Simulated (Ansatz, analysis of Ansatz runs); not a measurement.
# NV- centre in diamond: zero-phonon line against experiment, part 2 of 3

Aim: the zero-phonon line of the NV- centre in diamond, to be set beside the measurement. Set-up: PBE, 64-site cell, PBE lattice, 420 eV, k: the zone centre alone, symmetric start. The model is a cell of 64 host atoms with 1 site emptied and N put on another atom's site. The excitation energy is a difference of total energies with one electron moved up within one spin channel. Another start tests whether the structure found is the lowest.

Ansatz 0.2.0; PBE, 64-site cell, PBE lattice, 420 eV, k: the zone centre alone, symmetric start.

So far, integral of the absolute spin density (μB): step 2 (relaxation, charge −1) 2.26.

## Step 3: Ground state

Both spins' levels are needed to pick the two between which the electron moves, so the ground state is solved with empty bands.

This step: plane-wave PAW DFT, PBE; single point of a defect supercell.

Input file ground/input.yaml:

```yaml
crystal:
  lattice:
    - [7.14316351, 0.0, 0.0]
    - [0.0, 7.14316351, 0.0]
    - [0.0, 0.0, 7.14316351]
  atoms:
    - { symbol: C, position: [-0.001559128, -0.001559128, 0.249671995] }
    - { symbol: C, position: [-0.001559128, 0.249671995, -0.001559128] }
    - { symbol: C, position: [0.249671995, -0.001559128, -0.001559128] }
    - { symbol: "N", position: [0.237397649, 0.237397649, 0.237397649] }
    - { symbol: C, position: [0.125182045, 0.125182045, 0.368866589] }
    - { symbol: C, position: [0.125182045, 0.368866589, 0.125182045] }
    - { symbol: C, position: [0.368866589, 0.125182045, 0.125182045] }
    - { symbol: C, position: [0.000357909, 0.000357909, 0.749119457] }
    - { symbol: C, position: [0.002200375, 0.251424154, 0.497595309] }
    - { symbol: C, position: [0.251424154, 0.002200375, 0.497595309] }
    - { symbol: C, position: [0.2507286, 0.2507286, 0.748835054] }
    - { symbol: C, position: [0.1249773, 0.1249773, 0.873560777] }
    - { symbol: C, position: [0.127572651, 0.376648164, 0.622983306] }
    - { symbol: C, position: [0.376648164, 0.127572651, 0.622983306] }
    - { symbol: C, position: [0.375107518, 0.375107518, 0.875032066] }
    - { symbol: C, position: [0.002200375, 0.497595309, 0.251424154] }
    - { symbol: C, position: [0.000357909, 0.749119457, 0.000357909] }
    - { symbol: C, position: [0.251424154, 0.497595309, 0.002200375] }
    - { symbol: C, position: [0.2507286, 0.748835054, 0.2507286] }
    - { symbol: C, position: [0.127572651, 0.622983306, 0.376648164] }
    - { symbol: C, position: [0.1249773, 0.873560777, 0.1249773] }
    - { symbol: C, position: [0.376648164, 0.622983306, 0.127572651] }
    - { symbol: C, position: [0.375107518, 0.875032066, 0.375107518] }
    - { symbol: C, position: [-0.000470508, 0.499608828, 0.750915659] }
    - { symbol: C, position: [-0.000470508, 0.750915659, 0.499608828] }
    - { symbol: C, position: [0.242211128, 0.510762432, 0.510762432] }
    - { symbol: C, position: [0.251050195, 0.751419105, 0.751419105] }
    - { symbol: C, position: [0.125445523, 0.624028977, 0.876079363] }
    - { symbol: C, position: [0.125445523, 0.876079363, 0.624028977] }
    - { symbol: C, position: [0.373747567, 0.624668886, 0.624668886] }
    - { symbol: C, position: [0.375024085, 0.875113195, 0.875113195] }
[... 24 lines left out ...]
    - { symbol: C, position: [0.499834367, 0.499834367, 0.749638937] }
    - { symbol: C, position: [0.499834367, 0.749638937, 0.499834367] }
    - { symbol: C, position: [0.749638937, 0.499834367, 0.499834367] }
    - { symbol: C, position: [0.749948995, 0.749948995, 0.749948995] }
    - { symbol: C, position: [0.624892586, 0.624892586, 0.874938816] }
    - { symbol: C, position: [0.624892586, 0.874938816, 0.624892586] }
    - { symbol: C, position: [0.874938816, 0.624892586, 0.624892586] }
    - { symbol: C, position: [0.874923457, 0.874923457, 0.874923457] }
total_charge: -1
basis:
  ecutwfc: 420
  xc_grid: 2
hamiltonian:
  xc: pbe
kpoints:
  mp_grid: { grid: [1, 1, 1] }
magnetization:
  spin_polarized: true
  initial_magnetization: 2
  spin_locking: { lock_magnetization: hard }
scf:
  occupations: { method: fermi_dirac, width: 0.01 }
  max_iter: 120
  n_extra_bands: 20
  lower_state_search: "off"
output:
  forces: true
  eigenvalues: true
  eigenstates: { localisation: true }
checkpoint:
  read: "../relax.run"
  write: "../ground.run"
  compress: false
  write_wavefunctions: true
  write_every: 100000
```

Run with:

```
$ ansatz run input.yaml --threads 2 --pin off --max-ram 3768MiB --backend cpu --events-out ev --progress --plain --runs-dir out
```

Numbers of over 12 decimals in the logs are rounded to 6 here.

What it wrote:

```text
[...]
Warning: the band count 148 (scf.n_extra_bands) hosts the net moment |M| = 2.0000 μB (N_el = 254) but caps the reachable moment at 2·n_bands − N_el = 42.0000 μB, below the 191 bands that the automatic rule leaves for it — a moment growing past the seed, or [...]
[...]
Crystal: 63 atoms, lattice volume = 364.478 Å³
Basis set: ecut = 420 eV, 7123 PW (Γ), exchange–correlation on 96×96×96 points (8 copies of the dense FFT grid, shifted against one another)
Bands: 148, of which v1, the nominal top of the filled ones, is band 127 counted from 1 (126 counted from 0)
Symmetry: 6 space group operations
[...]
k-points: 1
[...]
Starting moments: Σ|m| = 2 μB on 63 of 63 sites; this step starts from the density that it was given
[...]
Fermi energy:    15.333986 (↑ 16.003391, ↓ 15.012224) eV
[...]
--- Forces (eV/Å), atoms counted from 1 ---
  atom   1  C      0.00180233     0.00180233     0.00119599
  atom   2  C      0.00180233     0.00119599     0.00180233
  [... 1 atom left out ...]
  atom   4  N     -0.00262107    -0.00262107    -0.00262107
  atom   5  C      0.00114200     0.00114200    -0.00128471
  atom   6  C      0.00114200    -0.00128471     0.00114200
  atom   7  C     -0.00128471     0.00114200     0.00114200
  [... 8 atoms left out ...]
  atom  16  C      0.00423163    -0.00334110     0.00262562
  [... 1 atom left out ...]
  atom  18  C      0.00262562    -0.00334110     0.00423163
  [... 7 atoms left out ...]
  atom  26  C      0.00229560    -0.00196809    -0.00196809
  [... 6 atoms left out ...]
  atom  33  C     -0.00334110     0.00262562     0.00423163
  [... 7 atoms left out ...]
  atom  41  C     -0.00196809     0.00229560    -0.00196809
  [... 6 atoms left out ...]
  atom  48  C     -0.00196809    -0.00196809     0.00229560
  [... 15 atoms left out ...]
  max |Σ_I F_I| component: 1.05e-5 eV/Å
--- Band table (eV) ---
[...]
[key lines of the parts left out:]
SCF converged after 2 iterations
Magnetization: 2.0000 μB (128.0000 up, 126.0000 down)
Free energy (F): -15908.551649 eV
```

It took 4 s on 2 threads of Arm Neoverse V1, shared host; peak memory 0.53 GiB.

This step gave:

| Item | Value |
| --- | --- |
| free energy | -15908.5516 eV |
| total moment | 2 μB |
| integral of the absolute spin density | 2.258 μB |
| spin contamination | 0.009115 |

States next to the filling edge at the first k-point, on the run's own zero (eigenstates.tsv). The participation number counts the atoms that a state is spread over, of 63; bands count from 0.

```tsv
spin	band	energy (eV)	occupation	participation	largest share on	share
down	120	10.321	1.00	41.4	C13	0.03
down	121	11.255	1.00	5.9	N4	0.39
down	122	12.397	1.00	42.9	C26	0.06
down	123	12.498	1.00	58.0	C41	0.03
down	124	12.498	1.00	58.0	C26	0.03
down	125	14.119	1.00	11.6	N4	0.22
down	126	15.913	0.00	6.1	C26	0.33
down	127	15.913	0.00	6.1	C41	0.36
down	128	17.278	0.00	54.4	C7	0.03
down	129	17.278	0.00	54.4	C5	0.03
down	130	17.279	0.00	46.8	N4	0.04
up	122	12.127	1.00	35.6	N4	0.09
up	123	12.369	1.00	51.1	C48	0.05
up	124	12.369	1.00	51.1	C26	0.06
up	125	13.715	1.00	11.5	N4	0.26
up	126	14.755	1.00	6.1	C48	0.37
up	127	14.755	1.00	6.1	C41	0.30
up	128	17.250	0.00	46.2	N4	0.04
up	129	17.260	0.00	54.3	C7	0.03
up	130	17.260	0.00	54.3	C6	0.03
up	131	17.431	0.00	49.8	C63	0.05
up	132	17.436	0.00	44.4	C63	0.05
```

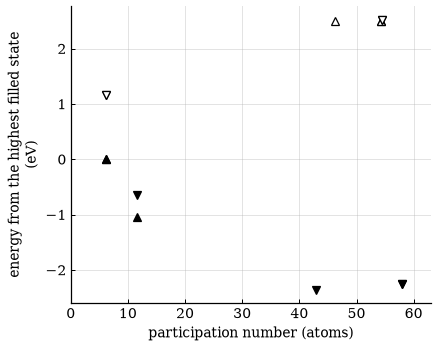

States next to the filling edge at the first k-point: energy against spread. Filled marks are occupied, open marks empty; triangles up and down are the spins.

Under PBE at the zone centre alone, the highest filled state is spin up, spread over 6 of 63 atoms, and the lowest empty one, 1.16 eV above it, is spin down, spread over 6 of 63 atoms.

The largest moments in the atoms' spheres: C48 0.25, C26 0.25, C41 0.25, C40 0.02, C49 0.02, C25 0.02 μB.

## Step 4: Excited state at the ground state's structure

One electron is moved to the upper level and held there by its overlap; at the ground state's structure the energy difference is the vertical absorption.

This step: plane-wave PAW DFT, PBE; single point of a defect supercell.

excited/input.yaml, as its differences from ground/input.yaml of step 3:

```diff
@@ -59,4 +59,9 @@
 scf:
-  occupations: { method: fermi_dirac, width: 0.01 }
-  max_iter: 120
+  occupations:
+    method: fermi_dirac
+    width: 0.01
+    excite:
+      from: { channel: down, k: 0, band: v2, track: overlap }
+      to: { channel: down, k: 0, band: v1, track: overlap }
+  max_iter: 150
   n_extra_bands: 20
@@ -65,7 +70,5 @@
   forces: true
-  eigenvalues: true
-  eigenstates: { localisation: true }
 checkpoint:
-  read: "../relax.run"
-  write: "../ground.run"
+  read: "../ground.run"
+  write: "../excited.run"
   compress: false
```

What it wrote:

```text
[...]
Crystal: 63 atoms, lattice volume = 364.478 Å³
Basis set: ecut = 420 eV, 7123 PW (Γ), exchange–correlation on 96×96×96 points (8 copies of the dense FFT grid, shifted against one another)
Bands: 148, of which v1, the nominal top of the filled ones, is band 127 counted from 1 (126 counted from 0)
Symmetry: 6 space group operations
[...]
k-points: 1
Excitation: hole v2 ↓ at k 0, (0, 0, 0); particle v1 ↓ at k 0, (0, 0, 0); 1.000000e0 electrons a cell; the bands as a deck names them, k counted from 0 among the points solved; in brackets its point in fractional reciprocal coordinates
[...]
iter 1 solved again at ethr=2.20e-12 eV; its pass at ethr=3.10e-3 eV (dr2=5.58e-9 eV) is discarded
[...]
--- Forces (eV/Å), atoms counted from 1 ---
  atom   1  C     -0.10035210    -0.10035210    -0.33575983
  atom   2  C     -0.10035210    -0.33575983    -0.10035210
  [... 1 atom left out ...]
  atom   4  N      0.15223593     0.15223593     0.15223593
  atom   5  C      0.17202268     0.17202268     0.52846650
  atom   6  C      0.17202268     0.52846650     0.17202268
  atom   7  C      0.52846650     0.17202268     0.17202268
  [... 8 atoms left out ...]
  atom  16  C     -0.08367166    -0.00971040    -0.03737998
  [... 1 atom left out ...]
  atom  18  C     -0.03737998    -0.00971040    -0.08367166
  [... 7 atoms left out ...]
  atom  26  C     -1.16768289     0.11691573     0.11691573
  [... 6 atoms left out ...]
  atom  33  C     -0.00971040    -0.03737998    -0.08367166
  [... 7 atoms left out ...]
  atom  41  C      0.11691573    -1.16768289     0.11691573
  [... 6 atoms left out ...]
  atom  48  C      0.11691573     0.11691573    -1.16768289
  [... 15 atoms left out ...]
  max |Σ_I F_I| component: 7.37e-6 eV/Å
--- Band table (eV) ---
[...]
[key lines of the parts left out:]
Converged-ψ floor refinement (derivative, response, wavefunction or occupation consumer): ⟨swp⟩=2.0  Hψ=601  notcnv=0
SCF converged after 11 iterations
Magnetization: 2.0000 μB (128.0000 up, 126.0000 down)
Free energy (F): -15906.695056 eV
Fermi energy:    16.143612 (↑ 16.143664, ↓ 14.857641) eV  (of the remaining states, beside the excitation)
```

Run time: 8.1 s. Hardware: 2 threads; peak memory 0.57 GiB; 16 s of CPU time.

Reading the cycles: dr2 is the Hartree energy of the density residual (eV), the measure of convergence; HF is the Harris–Foulkes estimate of the energy, which meets the free energy F at convergence.

Read from the output:

| Quantity | Value |
| --- | --- |
| free energy | -15906.6951 eV |
| total moment | 2 μB |
| integral of the absolute spin density | 2.184 μB |
| spin contamination | 0.01622 |

For the integral of the absolute spin density, step 3 gave 2.26 μB; this run, with other occupations, gives 2.18 μB (-3 %).

## Step 5: Relaxation in the excited state

The zero-phonon line joins two minima, so the atoms are relaxed with the electron held in the upper level.

This step: plane-wave PAW DFT, PBE; Delta-SCF with one electron moved between two levels, relaxation of all atoms.

excited_relax/input.yaml, as its differences from excited/input.yaml of step 4:

```diff
@@ -72,3 +72,3 @@
   read: "../ground.run"
-  write: "../excited.run"
+  write: "../excited_relax.run"
   compress: false
@@ -76 +76,5 @@
   write_every: 100000
+relax:
+  f_tol: 0.02
+  max_steps: 50
+  escape_saddle: false
```

What it wrote:

```text
[...]
Crystal: 63 atoms, lattice volume = 364.478 Å³
Basis set: ecut = 420 eV, 7123 PW (Γ), exchange–correlation on 96×96×96 points (8 copies of the dense FFT grid, shifted against one another)
Bands: 148, of which v1, the nominal top of the filled ones, is band 127 counted from 1 (126 counted from 0)
Symmetry: 6 space group operations
[...]
k-points: 1
[...]
SCF iter  11: F=-15906.695056 eV  HF=-15906.695056 eV  |F-HF|=1.46e-11  |Δ(HF+E_count)|=   1.37e-9  Δρ=3.23e-7 (↑3.23e-7 ↓2.56e-7)  dr2=8.59e-10  dr2_m=5.78e-11  M=2.000 μB ∫|m|=2.181 μB  ethr=6.78e-12  ⟨swp⟩=1.0  Hψ=856  notcnv=0
[...]
SCF 1 converged in 11 iterations: F = -15906.695056 eV  dr2 = 8.59e-10
[...]
relax step   1: F+E_penalty+E_count = -15906.69505582 eV  Δ(F+E_penalty+E_count) = +0.000e0 eV  max|allowed force component| = 1.168e0 eV/Å  Δτ_max = 0.0000 Å  (11 SCF iters, accepted)
[...]
--- Relaxed structure (6 steps of the walk, 6 accepted, 0 SCFs on fresh bases) ---
  F+E_penalty+E_count = -15906.82762770 eV   max|allowed force component| = 3.309e-3 eV/Å
  atoms:
    - { symbol: C, position: [-0.000940, -0.000940, 0.249424] }
    - { symbol: C, position: [-0.000940, 0.249424, -0.000940] }
    [... 1 atom left out ...]
    - { symbol: N, position: [0.240326, 0.240326, 0.240326] }
    - { symbol: C, position: [0.126676, 0.126676, 0.371302] }
    - { symbol: C, position: [0.126676, 0.371302, 0.126676] }
    - { symbol: C, position: [0.371302, 0.126676, 0.126676] }
    [... 8 atoms left out ...]
    - { symbol: C, position: [0.001720, 0.498308, 0.251682] }
    [... 1 atom left out ...]
    - { symbol: C, position: [0.251682, 0.498308, 0.001720] }
    [... 7 atoms left out ...]
    - { symbol: C, position: [0.236305, 0.512774, 0.512774] }
    [... 6 atoms left out ...]
    - { symbol: C, position: [0.498308, 0.251682, 0.001720] }
    [... 7 atoms left out ...]
    - { symbol: C, position: [0.512774, 0.236305, 0.512774] }
    [... 6 atoms left out ...]
    - { symbol: C, position: [0.512774, 0.512774, 0.236305] }
    [... 15 atoms left out ...]
[key lines of the parts left out:]
SCF converged after 3 iterations
Magnetization: 2.0000 μB (128.0000 up, 126.0000 down)
Free energy (F): -15906.827628 eV
```

The job ended after 35 s (2 threads; peak memory 0.59 GiB; 68 s of CPU time).

Step by step:

```tsv
step	energy less that of the first step (eV)	largest force component (eV/Å)
1	0.0000	1.1677
2	-0.1135	0.3184
3	-0.1297	0.1047
4	-0.1309	0.0748
5	-0.1326	0.0033
6	-0.1326	0.0033
```

Forces are held to the 6 operations that the run works with; a distortion that breaks them can't arise in this run.

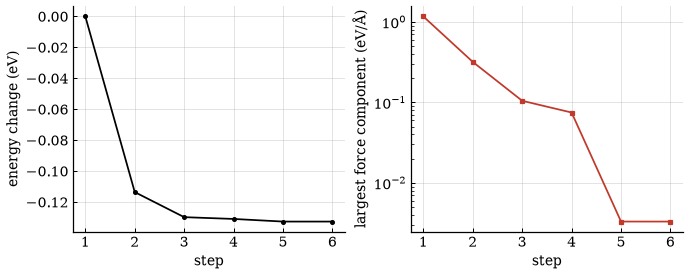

Energy and largest force along the relaxation.

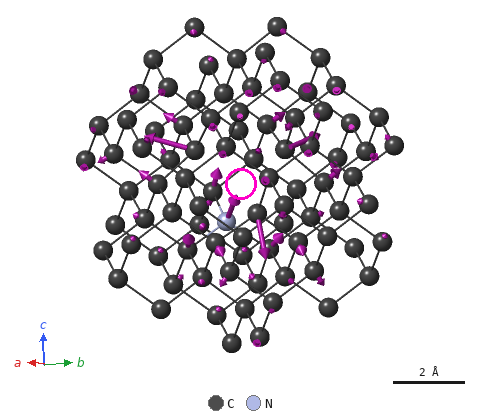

Displacements in the relaxation near the centre, exaggerated; the longest in the cell stands for 0.05 Å. A ring marks the centre wherever it is empty.

The atoms that moved most (Å):

```tsv
atom	dx	dy	dz	length
C26	-0.042	0.014	0.014	0.047
C48	0.014	0.014	-0.042	0.047
C41	0.014	-0.042	0.014	0.047
N4	0.021	0.021	0.021	0.036
C5	0.011	0.011	0.017	0.023
C7	0.017	0.011	0.011	0.023
C6	0.011	0.017	0.011	0.023
C13	-0.010	0.010	0.008	0.017
```

The atoms nearest to the centre after the run:

```tsv
atom	distance (Å)
N4	1.666
C26	1.708
C41	1.708
C48	1.708
C5	2.509
C6	2.509
C7	2.509
C30	2.512
C52	2.512
C45	2.512
C36	2.516
C37	2.516
C22	2.516
C20	2.516
C13	2.516
C14	2.516
```

Numbers from this step:

* free energy: -15906.8276 eV
* total moment: 2 μB
* integral of the absolute spin density: 2.192 μB
* spin contamination: 0.01536

The relaxation ends 2.1 meV an atom lower, with a largest force component of 0.0033 eV/Å.

[end of part 2 of 3]

[Logs are printed without paths, hosts, clocks, repeated set-up lines and the standing remarks that a program may print on its own settings, such as how far it seeks lower states.]

[Hosts, paths, dates, database ids (printed as entryN), source tags and the programs' standing remarks are cut or masked in the printed files.]

[For some hosts the program warned that the k-mesh of the response run may be too coarse for force constants and the static dielectric constant; such warnings are not shown here.]
